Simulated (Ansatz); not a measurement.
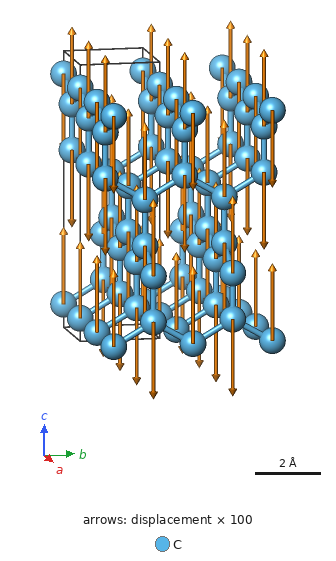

This is a relaxation of a crystal of C (a generated structure, set up in I4_1/amd) (coarse preliminary run). The starting structure is drawn; orange arrows show the displacements (the part carried along by the change of the cell is left out), 100 times their true length.

A ball-and-stick model of the conventional cell (2 times the calculation's cell), repeated 3 × 2 × 1 with one cell outlined, seen slightly off an axis. Lengths and directions refer to the drawn axes.

These are results of DFT PBE, scalar-relativistic, plane waves, PAW in Ansatz, not measurements. (plane-wave cutoff 420 eV; k-point mesh 10 × 10 × 10; occupations gaussian; smearing width 0.1 eV; no spin polarisation; cell and atoms relaxed; force threshold 0.04 eV/Å; at most 70 steps)

**What did the optimiser do to the structure, and how much energy did it gain?**

Over 4 accepted moves (5 points after the start) the energy falls by 27.1 meV per atom. Largest force component: 2 eV/Å at the start, 0.00044 eV/Å at the end. The pressure goes from −3.10 to −0.05 GPa. At 1 point the geometry stayed and the basis and grid were re-selected for the new cell (energy shift of 0.1 meV per atom at most each time). The largest moves relative to the cell, 0.025 Å, are those of C atoms. The volume changes by −0.3 %, with a = b 2.527 → 2.538 Å (+0.4 %), c 8.755 → 8.655 Å (−1.1 %). Some distances before and after: C–C 1.459 → 1.492 Å, C–C 1.459 → 1.436 Å. Among the angles between lasting bonds that change: C–C–C 120.0° → 124.2°, C–C–C 120.0° → 117.9°. The space group stays I4_1/amd (No. 141).
